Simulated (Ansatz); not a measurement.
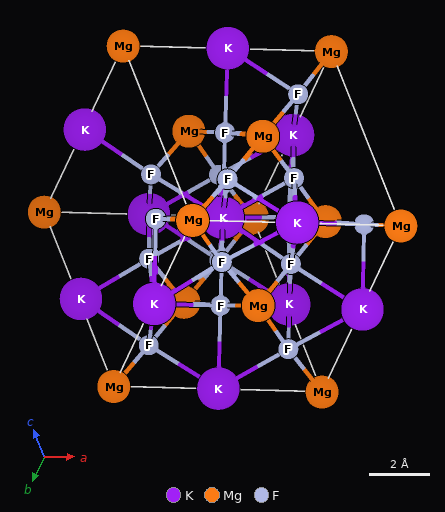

This is the input geometry for a relaxation of a crystal of KMgF$_{3}$ (set up in P1). A ball-and-stick model of the cell of the calculation, seen from a free direction.

Theory: DFT PBE, scalar-relativistic, plane waves, PAW (Ansatz 0.2.0).

Input
```yaml
crystal:
  lattice:
    - [-4.0538824298, 4.0538824298, 4.0538824298]
    - [4.0538824298, -4.0538824298, 4.0538824298]
    - [4.0538824298, 4.0538824298, -4.0538824298]
  atoms:
    - { symbol: K, position: [0.5018649254, 0.4975742139, 0.5037339975] }
    - { symbol: K, position: [0.0011845098, -0.0121866765, 0.4886345091] }
    - { symbol: K, position: [0.0066872568, 0.5037529342, -0.000729597] }
    - { symbol: K, position: [0.5007835037, -0.0037733581, -0.0016481055] }
    - { symbol: Mg, position: [0.5052989632, 0.4998118027, 0.0018649082] }
    - { symbol: Mg, position: [0.0035393131, 0.0053469538, 0.0031570776] }
    - { symbol: Mg, position: [-0.0077191633, 0.4980060472, 0.4970778559] }
    - { symbol: Mg, position: [0.504544651, 0.0020188443, 0.4986130381] }
    - { symbol: F, position: [0.251439459, 0.003252696, 0.2457843337] }
    - { symbol: F, position: [0.7500785627, 0.5079783172, 0.2559771509] }
    - { symbol: F, position: [0.7557956554, 0.0001072364, 0.7458453779] }
    - { symbol: F, position: [0.2445292681, 0.5080151737, 0.753746518] }
    - { symbol: F, position: [0.7469628714, 0.2462770321, 0.4991031233] }
    - { symbol: F, position: [0.2418072163, 0.7489321055, 0.4995189315] }
    - { symbol: F, position: [0.2406906819, 0.2547237406, 0.0098404995] }
    - { symbol: F, position: [0.7435115486, 0.7501384795, -0.0019999413] }
    - { symbol: F, position: [-0.000580771, 0.248339275, 0.2442883307] }
    - { symbol: F, position: [0.5023296255, 0.7556197177, 0.2455172727] }
    - { symbol: F, position: [0.5041589864, 0.2518474215, 0.7576335919] }
    - { symbol: F, position: [-0.0074434192, 0.7403900584, 0.7542843931] }
basis:
  ecutwfc: 420
  xc_grid: 2
kpoints:
  mp_grid: { grid: [2, 2, 2], shift: [0.5, 0.5, 0.5] }
hamiltonian:
  xc: pbe
scf:
  occupations: { method: gaussian, width: 0.02 }
output:
  forces: true
  stress: false
  eigenvalues: true
relax:
  adjacent_minimum: "off"
  f_tol: 0.03
  max_steps: 25
```

Run as
```bash
ansatz run input.yaml --threads 8 --pin off --max-ram 14336MiB --backend cpu --events-out ev --progress --plain --runs-dir out
```

> Predict the outcome.

The atom that moves furthest is F15 (0.11 Å along [2 −1 −2]). By element the largest moves are F 0.11 Å, K 0.11 Å, Mg 0.04 Å. The lattice vectors keep their values. Near-neighbour distances that change, for instance: K2–F15 2.993 → 2.866 Å, K2–F12 2.985 → 2.862 Å, K2–F14 2.750 → 2.866 Å, K2–F10 2.753 → 2.864 Å. Among the angles between lasting bonds that change: Mg5–F15–Mg6 174.4° → 180.0°, K1–F15–K2 174.5° → 179.9°, F15–Mg6–F20 95.3° → 90.1°. The space group (tolerance 0.01 Å) goes from P1 (No. 1) to P4/mbm (No. 127). After 2 accepted moves (3 points after the start) the energy has fallen by 7.9 meV per atom. The largest force component goes from 0.8 to 0.0071 eV/Å. 1 step only repeated the SCF at the same geometry.

The end point in the same view:

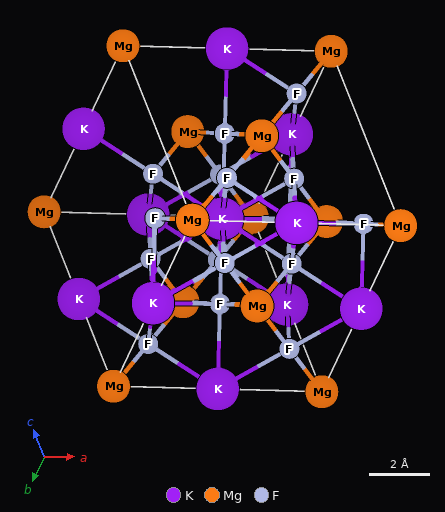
